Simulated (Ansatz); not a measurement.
**Geometry relaxation of SiC (part 2 of 2)**

Continued. System: SiC (P1, 32 atoms in the cell). Method: DFT PBE, scalar-relativistic, plane waves, PAW, no spin polarisation (Ansatz 0.2.0); cutoff 420 eV, 2×2×2 k-mesh, Gaussian smearing of 0.02 eV. The structure derives from a Materials Project entry. It belongs to a series of runs on one base structure; here: the perfect supercell shaken and relaxed.

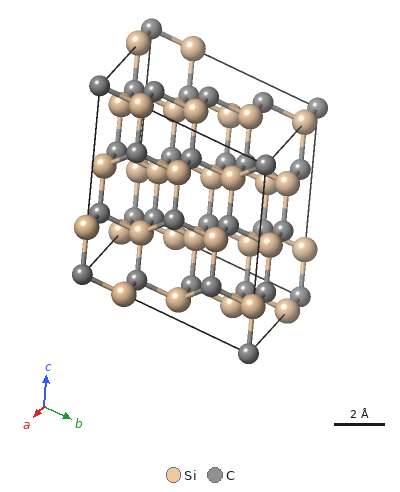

**Figure 1.** The geometry at step 3 of the log (ball-and-stick view of the cell of the calculation, seen slightly off an axis).

**Log, continued**
```
  k-point 0: bands = ["-4.8131", "-4.8125", "-4.8117", "-4.8115", "-2.1001", "-2.0988", "-2.0979", "-2.0976", "-2.0975", "-2.0972", "-2.0971", "-2.0969", "-2.0966", "-2.0962", "-2.0960", "-2.0955", "2.2772", "2.2786", "2.2790", "2.2797", "2.2800", "2.2803", "2.2805", "2.2808", "2.2810", "2.2811", "2.2815", "2.2820", "5.0271", "5.0283", "5.0287", "5.0289", "5.3698", "5.3702", "5.3710", "5.3715", "5.3719", "5.3723", "5.3725", "5.3727", "5.3730", "5.3732", "5.3735", "5.3737", "7.0038", "7.0050", "7.0052", "7.0055", "7.0059", "7.0061", "7.0063", "7.0066", "7.0068", "7.0069", "7.0071", "7.0074", "8.6879", "8.6890", "8.6901", "8.6911", "8.6914", "8.6917", "8.6923", "8.6927", "12.9980", "12.9983", "12.9988", "12.9993", "12.9998", "13.0000", "13.0001", "13.0004", "13.0008", "13.0011", "13.0016", "13.0024", "15.1444", "15.1448", "15.1454", "15.1457", "17.1068", "17.1076", "17.1082", "17.1093", "17.1098", "17.1104", "17.1106", "17.1111", "17.1683", "17.1686", "17.1690", "17.1700", "17.1704", "17.1709", "17.1710", "17.1713"]
  k-point 1: bands = ["-5.5917", "-4.0481", "-4.0479", "-4.0471", "-4.0468", "-2.7796", "-2.7786", "-2.7785", "-2.7777", "-2.5902", "-1.6029", "-1.6027", "-1.6021", "-1.6017", "-0.9375", "-0.9375", "1.8075", "1.8088", "1.8095", "1.8100", "1.8428", "1.8430", "2.4944", "2.4953", "2.4956", "2.4965", "3.3781", "4.0953", "4.0958", "4.0963", "4.0964", "4.8249", "4.8257", "4.8263", "4.8268", "5.2715", "5.2715", "5.2969", "5.2969", "6.4612", "6.4618", "6.4622", "6.4625", "6.4628", "6.4642", "6.4933", "6.4938", "6.4946", "6.4951", "6.8876", "6.8889", "6.8895", "6.8900", "8.0258", "8.0266", "8.0273", "8.0280", "8.1725", "8.1789", "8.1792", "8.1812", "8.1817", "8.6030", "8.6054", "11.3822", "12.3437", "12.3438", "14.0617", "14.2979", "14.2980", "14.2987", "14.2989", "14.6073", "14.6075", "14.6085", "14.6089", "15.0268", "15.0270", "15.0278", "15.0281", "15.2313", "15.2315", "15.3870", "16.3396", "16.3902", "16.3905", "16.3912", "16.3916", "16.8096", "16.8101", "16.8107", "16.8110", "17.1458", "17.1475", "17.1484", "17.1488"]
  k-point 2: bands = ["-5.5917", "-4.0484", "-4.0476", "-4.0472", "-4.0467", "-2.7793", "-2.7788", "-2.7783", "-2.7780", "-2.5902", "-1.6033", "-1.6025", "-1.6020", "-1.6016", "-0.9379", "-0.9371", "1.8078", "1.8088", "1.8095", "1.8098", "1.8428", "1.8430", "2.4940", "2.4951", "2.4960", "2.4966", "3.3781", "4.0954", "4.0956", "4.0961", "4.0966", "4.8245", "4.8256", "4.8265", "4.8271", "5.2715", "5.2715", "5.2969", "5.2969", "6.4613", "6.4620", "6.4620", "6.4625", "6.4632", "6.4638", "6.4929", "6.4939", "6.4947", "6.4953", "6.8877", "6.8889", "6.8896", "6.8898", "8.0253", "8.0264", "8.0276", "8.0284", "8.1725", "8.1793", "8.1800", "8.1803", "8.1815", "8.6036", "8.6048", "11.3822", "12.3433", "12.3442", "14.0617", "14.2975", "14.2981", "14.2988", "14.2992", "14.6071", "14.6075", "14.6084", "14.6091", "15.0270", "15.0272", "15.0275", "15.0279", "15.2312", "15.2316", "15.3870", "16.3396", "16.3904", "16.3907", "16.3911", "16.3913", "16.8090", "16.8100", "16.8108", "16.8115", "17.1459", "17.1476", "17.1485", "17.1486"]
  k-point 3: bands = ["-5.5917", "-4.0486", "-4.0474", "-4.0471", "-4.0468", "-2.7793", "-2.7790", "-2.7782", "-2.7779", "-2.5902", "-1.6034", "-1.6023", "-1.6019", "-1.6017", "-0.9377", "-0.9373", "1.8077", "1.8088", "1.8095", "1.8100", "1.8428", "1.8430", "2.4940", "2.4954", "2.4959", "2.4964", "3.3781", "4.0954", "4.0958", "4.0960", "4.0966", "4.8246", "4.8258", "4.8264", "4.8270", "5.2715", "5.2715", "5.2969", "5.2969", "6.4612", "6.4620", "6.4621", "6.4624", "6.4632", "6.4639", "6.4928", "6.4940", "6.4948", "6.4952", "6.8878", "6.8886", "6.8896", "6.8900", "8.0254", "8.0266", "8.0275", "8.0283", "8.1726", "8.1790", "8.1800", "8.1807", "8.1812", "8.6035", "8.6049", "11.3822", "12.3435", "12.3440", "14.0617", "14.2977", "14.2981", "14.2986", "14.2991", "14.6071", "14.6078", "14.6081", "14.6091", "15.0269", "15.0273", "15.0276", "15.0279", "15.2312", "15.2316", "15.3870", "16.3396", "16.3903", "16.3907", "16.3910", "16.3915", "16.8093", "16.8101", "16.8108", "16.8112", "17.1460", "17.1474", "17.1483", "17.1488"]
--- Relaxed structure (4 steps of the walk, 4 accepted, 0 SCFs on fresh bases) ---
  F+E_penalty+E_count = -14194.52908189 eV   max|allowed force component| = 2.671e-2 eV/Å
  atoms:
    - { symbol: Si, position: [0.2509055973625296, 0.7486443440408836, 0.25018014605529176] }
    - { symbol: Si, position: [0.0008984374557759328, 0.7486890473823739, 0.5001695672910614] }
    - { symbol: Si, position: [0.5009147807751365, 0.49866231652173654, 0.2501720676547534] }
    - { symbol: Si, position: [0.25094483564752257, 0.4985829375091225, 0.5002172597803217] }
    - { symbol: Si, position: [0.0009329129545167236, 0.4987425147215422, 0.7501539147600524] }
    - { symbol: Si, position: [0.7507892098242746, 0.7486819987307174, 0.7501624722535605] }
    - { symbol: Si, position: [0.5009024527027083, 0.7486977939676369, 0.0002158738562777901] }
    - { symbol: Si, position: [0.0009120596663454161, -0.0012897359189471408, 0.25015755437795584] }
    - { symbol: Si, position: [0.7509242563651883, 0.24867249387368753, 0.2501604646702309] }
    - { symbol: Si, position: [0.5009589321231352, 0.24870313567971727, 0.5001764275266176] }
    - { symbol: Si, position: [0.2509130688033564, 0.24872235203854448, 0.7501637527867253] }
    - { symbol: Si, position: [0.0009286019447005828, 0.24872520613455387, 0.00021955045421499786] }
    - { symbol: Si, position: [0.7509099514398931, 0.4986997295351169, 0.00019590475163872023] }
    - { symbol: Si, position: [0.750935892417826, -0.0012794021933980187, 0.5001941986036673] }
    - { symbol: Si, position: [0.5009146079326681, -0.0013131068555079645, 0.7501876214187414] }
    - { symbol: Si, position: [0.2509284503704281, -0.0013106857554040369, 0.0001498674839461589] }
    - { symbol: C, position: [0.2509255205910287, 0.49874477679229084, 0.2501878247193127] }
    - { symbol: C, position: [0.0009502765100949703, 0.4987343009116385, 0.5001891356369] }
    - { symbol: C, position: [0.5009373249841298, 0.248754874766296, 0.25018172896931573] }
    - { symbol: C, position: [0.25092230007585975, 0.24886581971305982, 0.500215662423584] }
    - { symbol: C, position: [0.0009084102265481953, 0.2487190814162697, 0.75019431866225] }
    - { symbol: C, position: [0.7509241925909281, 0.49875130451782607, 0.7501737260580007] }
    - { symbol: C, position: [0.5009311884379892, 0.49877152446098894, 0.00016144206467025757] }
    - { symbol: C, position: [1.0009540415250546, 0.7487418847636879, 0.25018737879764213] }
    - { symbol: C, position: [0.7508843163336401, -0.0012774480502210639, 0.25015067037413363] }
    - { symbol: C, position: [0.5009016743951132, -0.0012557158282049208, 0.5001835670170434] }
    - { symbol: C, position: [0.250915900688192, -0.0013028697074919937, 0.7501757294599201] }
    - { symbol: C, position: [0.0009367581835230169, -0.0012619152835716555, 0.00019953962606835025] }
    - { symbol: C, position: [0.7509207253968149, 0.24874440458603486, 0.00020029316345965276] }
    - { symbol: C, position: [0.7509321755084075, 0.7487064776699206, 0.5001771190706188] }
    - { symbol: C, position: [0.5009975488533125, 0.7487372713636218, 0.7501680139266218] }
    - { symbol: C, position: [0.2509608500133574, 0.7487340744954778, 0.00019444570540122497] }
```

**Trajectory as extended XYZ (Å, eV, eV/Å), 4 frames, from step=1 to step=4**
```
32
Lattice="-4.3797 -4.3797 4.3797 4.3797 -4.3797 -4.3797 4.3797 4.3797 4.3797" Properties=species:S:1:pos:R:3:forces:R:3 step=1 energy=-14192.40947
Si    3.2404   -3.2752   -1.0808    1.1510  -0.6584  -0.6731
Si    5.4334   -1.1031   -1.0407    0.4294   0.5727  -1.5959
Si    1.0221   -3.2363    1.1509    1.6340  -1.4048  -1.6063
Si    3.2588   -1.0370    1.1406    1.6418  -2.1947  -2.1669
Si    5.4802    1.0848    1.0799   -1.1021  -0.1784   0.5443
Si    3.3288   -3.2410    3.2161   -0.9703  -0.8279   2.4809
Si    1.1112   -5.4276   -1.0946   -0.3805  -2.0466   0.3028
Si    1.1568    1.1349    1.1286   -1.6025  -0.9374  -1.0026
Si   -1.1174   -3.2429    3.2929    0.2120  -1.0537  -0.0479
Si    1.1173   -1.1356    3.3004   -1.6982   0.8962  -0.1615
Si    3.2529    1.0472    3.3076    0.7388   0.7044  -0.5443
Si    1.1078   -1.0880   -1.0407   -0.8146  -0.2246  -0.4365
Si   -1.1584   -5.4881    1.1010    1.2983   1.0994   0.2015
Si   -1.1496   -1.1032    5.4852    1.5218   0.1340   1.0032
Si    1.1269    1.0608    5.4983   -0.7562   0.8104  -0.1772
Si   -1.1017   -1.0563    1.1373    0.2464  -0.8300  -1.6281
C     2.2028   -2.1927   -0.0542   -0.5436   0.5225   2.4822
C     4.3309    0.0135   -0.0863    0.5236   0.1301   2.4276
C    -0.0585   -2.2259    2.2085    0.5931   1.6194  -0.1079
C     2.1929   -0.0721    2.1633   -1.1054   1.7742   1.5396
C     4.4207    2.1282    2.3022   -0.9365   0.7157  -2.0400
C     2.1241   -2.1376    4.4276    1.3170  -1.3910  -0.7800
C     0.0352   -4.3885   -0.0845   -1.4374   0.3271   2.8385
C    -0.0047   -6.5391    2.1475   -0.0553  -0.6759   0.8992
C    -2.1518   -2.2153    4.3659   -0.9940   1.3313   0.8182
C    -0.0172   -0.0031    4.4036    0.1903  -0.1291  -0.5084
C     2.1825    2.2091    4.3220    0.0260  -0.9361   1.8784
C    -0.0223    0.0038   -0.0223    0.5272   0.6665   1.2375
C    -2.2016   -4.3524    2.2938    0.1237  -0.4715  -1.9338
C     2.2133   -4.3298    2.2532   -1.4932  -0.7571  -1.1836
C     4.3908   -2.1939    2.2461    0.7243   1.3360  -1.7869
C     2.1469   -4.4579   -2.1971    0.9913   2.0776  -0.2730
32
Lattice="-4.3797 -4.3797 4.3797 4.3797 -4.3797 -4.3797 4.3797 4.3797 4.3797" Properties=species:S:1:pos:R:3:forces:R:3 step=2 energy=-14193.94630
Si    3.2504   -3.2620   -1.0545    0.7231  -0.6183  -0.8594
Si    5.4546   -1.0965   -1.0413    0.2458   0.1866  -1.0769
Si    1.0495   -3.2634    1.1210    0.7917  -0.6318  -0.6930
Si    3.2510   -1.0502    1.1290    0.8749  -1.1123  -0.9935
Si    5.4912    1.1043    1.1000   -0.6317  -0.3285   0.0969
Si    3.3111   -3.2979    3.2420   -0.8443   0.0886   1.5729
Si    1.0806   -5.4380   -1.0897    0.1232  -1.3199   0.1671
Si    1.1109    1.1143    1.1055   -0.4146  -0.5768  -0.2224
Si   -1.1042   -3.2721    3.2970    0.0605  -0.4050  -0.1539
Si    1.1139   -1.1138    3.3062   -0.8313   0.5087  -0.4087
Si    3.2941    1.1016    3.3027   -0.3162  -0.0997  -0.3738
Si    1.0917   -1.0888   -1.0865   -0.2068   0.0058  -0.1424
Si   -1.1151   -5.5129    1.1111    0.4219   1.1070  -0.0282
Si   -1.1261   -1.0811    5.4614    0.6203  -0.2763   0.6137
Si    1.0757    1.0831    5.5048    0.1253   0.4147  -0.2281
Si   -1.1058   -1.0789    1.1219    0.0912  -0.6957  -0.6460
C     2.1774   -2.1724   -0.0256   -0.2173   0.0578   1.3133
C     4.3656    0.0134   -0.0207    0.0759  -0.0022   1.0794
C    -0.0262   -2.2191    2.2002    0.2546   1.0159   0.1620
C     2.1968   -0.0195    2.1864   -0.6333   0.8720   0.7383
C     4.3881    2.1828    2.2135   -0.2944   0.3011  -0.5505
C     2.1664   -2.1639    4.4023    0.7080  -1.0239  -0.3421
C    -0.0008   -4.3922   -0.0316   -0.3960   0.3462   1.3631
C     0.0084   -6.5663    2.1919   -0.3373  -0.1692   0.3456
C    -2.1699   -2.2050    4.3742   -0.7480   0.7325   0.2260
C    -0.0074    0.0079    4.3842   -0.0828  -0.1245   0.0187
C     2.1668    2.1811    4.3654    0.2924  -0.0198   0.9765
C    -0.0115   -0.0188   -0.0033    0.1666   0.5966   0.4511
C    -2.1951   -4.3607    2.2263    0.0213  -0.4219  -0.5846
C     2.1898   -4.3602    2.2143   -0.6262  -0.4122  -0.5086
C     4.3483   -2.1869    2.2407    0.6935   0.5780  -1.2317
C     2.1732   -4.4284   -2.1776    0.2902   1.4261  -0.0808
32
Lattice="-4.3797 -4.3797 4.3797 4.3797 -4.3797 -4.3797 4.3797 4.3797 4.3797" Properties=species:S:1:pos:R:3:forces:R:3 step=3 energy=-14194.52908
Si    3.2757   -3.2820   -1.0842    0.0065  -0.0097  -0.0040
Si    5.4657   -1.0924   -1.0845   -0.0004  -0.0041   0.0014
Si    1.0858   -3.2822    1.1056    0.0058  -0.0085  -0.0070
Si    3.2754   -1.0919    1.1062    0.0181  -0.0226  -0.0235
Si    5.4657    1.0970    1.1052    0.0031   0.0049   0.0026
Si    3.2763   -3.2818    3.2947   -0.0084  -0.0203   0.0138
Si    1.0862   -5.4720   -1.0843   -0.0042  -0.0114  -0.0056
Si    1.0860    1.0973    1.1053    0.0040  -0.0018   0.0011
Si   -1.1041   -3.2823    3.2954    0.0092  -0.0044  -0.0023
Si    1.0858   -1.0927    3.2954    0.0088   0.0002  -0.0067
Si    3.2759    1.0972    3.2951    0.0034   0.0019   0.0025
Si    1.0862   -1.0925   -1.0843   -0.0022  -0.0027  -0.0029
Si   -1.1038   -5.4721    1.1055    0.0001  -0.0086  -0.0044
Si   -1.1038   -1.0926    5.4852    0.0004   0.0018  -0.0030
Si    1.0860    1.0975    5.4852    0.0009  -0.0053  -0.0035
Si   -1.1041   -1.0926    1.1054    0.0079   0.0014  -0.0005
C     2.1811   -2.1876    0.0104   -0.0043   0.0079   0.0095
C     4.3708    0.0022    0.0105   -0.0057   0.0022   0.0008
C    -0.0088   -2.1877    2.2002   -0.0076   0.0062   0.0033
C     2.1818    0.0019    2.1998   -0.0265   0.0162   0.0176
C     4.3710    2.1923    2.2003   -0.0003  -0.0027   0.0003
C     2.1811   -2.1877    4.3900   -0.0014   0.0049   0.0048
C    -0.0088   -4.3777    0.0102   -0.0031   0.0113   0.0076
C    -0.0089   -6.5674    2.2004    0.0008   0.0052  -0.0010
C    -2.1987   -2.1875    4.3899   -0.0023   0.0021   0.0093
C    -0.0086    0.0024    4.3900   -0.0060   0.0034   0.0049
C     2.1809    2.1923    4.3902   -0.0005  -0.0033  -0.0026
C    -0.0088    0.0023    0.0105   -0.0050   0.0034  -0.0027
C    -2.1985   -4.3774    2.2003   -0.0048   0.0033   0.0012
C     2.1809   -4.3774    2.2004    0.0028   0.0040  -0.0029
C     4.3706   -2.1880    2.2005    0.0106   0.0195  -0.0055
C     2.1810   -4.3775   -2.1793    0.0002   0.0059  -0.0024
32
Lattice="-4.3797 -4.3797 4.3797 4.3797 -4.3797 -4.3797 4.3797 4.3797 4.3797" Properties=species:S:1:pos:R:3:forces:R:3 step=4 energy=-14194.52908
Si    3.2757   -3.2820   -1.0842    0.0066  -0.0098  -0.0042
Si    5.4657   -1.0924   -1.0845   -0.0004  -0.0041   0.0012
Si    1.0858   -3.2822    1.1056    0.0060  -0.0086  -0.0070
Si    3.2754   -1.0919    1.1062    0.0182  -0.0227  -0.0236
Si    5.4657    1.0970    1.1052    0.0030   0.0048   0.0026
Si    3.2763   -3.2818    3.2947   -0.0086  -0.0201   0.0140
Si    1.0862   -5.4720   -1.0843   -0.0042  -0.0115  -0.0056
Si    1.0860    1.0973    1.1053    0.0040  -0.0019   0.0010
Si   -1.1041   -3.2823    3.2954    0.0092  -0.0045  -0.0023
Si    1.0858   -1.0927    3.2954    0.0087   0.0003  -0.0068
Si    3.2759    1.0972    3.2951    0.0033   0.0017   0.0025
Si    1.0862   -1.0925   -1.0843   -0.0021  -0.0027  -0.0029
Si   -1.1038   -5.4721    1.1055    0.0001  -0.0084  -0.0045
Si   -1.1038   -1.0926    5.4852    0.0005   0.0017  -0.0030
Si    1.0860    1.0975    5.4852    0.0010  -0.0052  -0.0035
Si   -1.1041   -1.0926    1.1054    0.0079   0.0013  -0.0005
C     2.1811   -2.1876    0.0104   -0.0044   0.0079   0.0096
C     4.3708    0.0022    0.0105   -0.0058   0.0024   0.0008
C    -0.0088   -2.1877    2.2002   -0.0076   0.0064   0.0035
C     2.1818    0.0019    2.1998   -0.0267   0.0164   0.0179
C     4.3710    2.1923    2.2003   -0.0003  -0.0026   0.0002
C     2.1811   -2.1877    4.3900   -0.0014   0.0049   0.0046
C    -0.0088   -4.3777    0.0102   -0.0033   0.0112   0.0077
C    -0.0089   -6.5674    2.2004    0.0009   0.0051  -0.0008
C    -2.1987   -2.1875    4.3899   -0.0024   0.0021   0.0091
C    -0.0086    0.0024    4.3900   -0.0058   0.0033   0.0048
C     2.1809    2.1923    4.3902   -0.0004  -0.0034  -0.0026
C    -0.0088    0.0023    0.0105   -0.0049   0.0034  -0.0026
C    -2.1985   -4.3774    2.2003   -0.0048   0.0032   0.0012
C     2.1809   -4.3774    2.2004    0.0026   0.0038  -0.0029
C     4.3706   -2.1880    2.2005    0.0108   0.0197  -0.0056
C     2.1810   -4.3775   -2.1793    0.0003   0.0060  -0.0023
```

**Key numbers**

- outcome: converged
- space group (tolerance 0.01 Å): P1 (1) → F-43m (216)
- electrons treated: 128
- free energy: −14194.5291 eV
- Fermi energy: 10.037 eV
- gap on the k-point mesh: 2.69 eV
- final volume: 336.05 Å³
- largest force (length of the vector) at the end: 0.037 eV/Å
- final cell: a = 7.586 Å, b = 7.586 Å, c = 7.586 Å, α = 109.47°, β = 109.47°, γ = 109.47°
- hardware: 8 threads of Arm Neoverse V2, 24 GiB of memory available, shared host
- wall time: 10 s (CPU time 76 s)
- peak memory: 0.9 GiB
